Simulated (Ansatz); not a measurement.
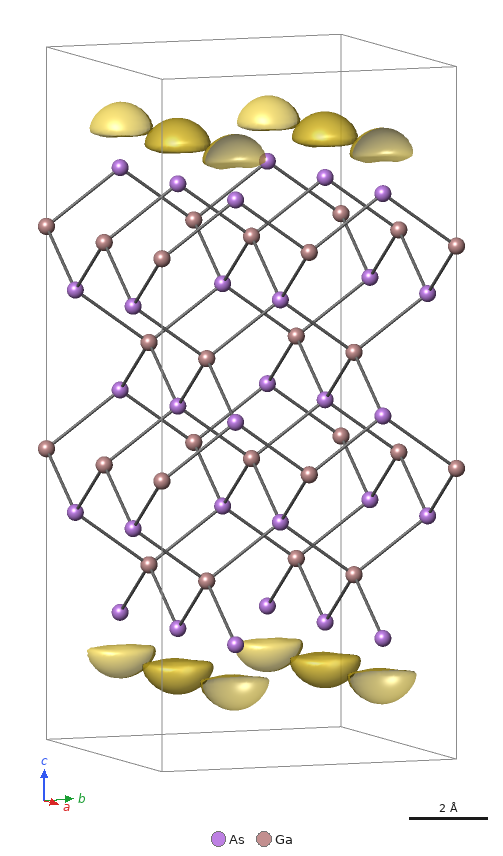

Figure 1: Ga4As5 (slab). Isosurface of the electron localisation function at 0.8 (yellow), seen slightly off an axis. Only the valence region is drawn (cores and ρ < 0.01 e/Å³ removed). Sticks mark near contacts.

Computed without spin polarisation.

Level of theory: DFT PBE, scalar-relativistic, plane waves, PAW (Ansatz 0.2.0).

In a PAW calculation such maps are meaningful between the atoms, not at the nuclei.

**Describe the localisation domains.**

The ELF exceeds this value in two lobes on As, pointing away from the bonds (lone pairs), counted in one cell of 9 atoms. Counts are for one cell; the picture repeats the cell along the surface. Profiles from the grid: Ga–As (2.49 Å): the ELF peaks at about 0.75 between the atoms.

**Does the calculation make it a metal, or give it a gap?**

It is metallic or semimetallic at this level of theory: no gap opens.
